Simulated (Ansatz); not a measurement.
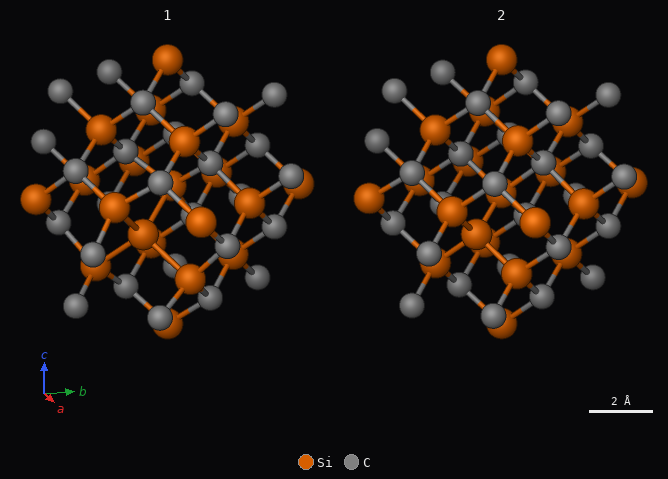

Two geometries of a defect cell of composition Si33C31 (cell charge −2), drawn at one scale. One is the start of a relaxation, the other its converged end. The picture is a ball-and-stick view of the atoms within 5.0 Å of the atom that moves most (axes of the cell of the calculation (origin shifted)), seen slightly off an axis.

Level of theory: Ansatz, DFT, PBEsol, PAW, plane waves. Settings: plane-wave cutoff 420 eV; k-point mesh 1 × 1 × 1; mesh shifted by (0.25, 0.25, 0.25); collinear spin; atoms relaxed in a fixed cell; force threshold 0.03 eV/Å; at most 80 steps.

Q: Which of the two is the end point?

A: Structure 1 is the relaxed one. Over 5 geometry steps the energy falls by 6.222 eV per cell of the calculation. The largest force component goes from 7.4 to 0.029 eV/Å. The largest moves, 0.32 Å, are those of Si atoms. By element the largest moves are Si 0.32 Å, C 0.11 Å. The cell stays as it was. Near-neighbour distances that change, for instance: Si–Si 3.041 → 3.550 Å, Si–Si 3.087 → 3.536 Å, Si–Si 1.844 → 2.170 Å, Si–Si 1.876 → 2.170 Å. Bond angles that change, for instance: Si–C–Si 111.2° → 101.1°, Si–Si–C 111.9° → 102.0°, Si–C–Si 109.8° → 100.8°. The program noted that the starting moments weren't kept. Cost: 46 s on 7 threads of Arm Neoverse-V2, peak memory 1.8 GiB.

Limits of the set-up: the cell is charged, on a uniform background, and energies carry no finite-size correction.
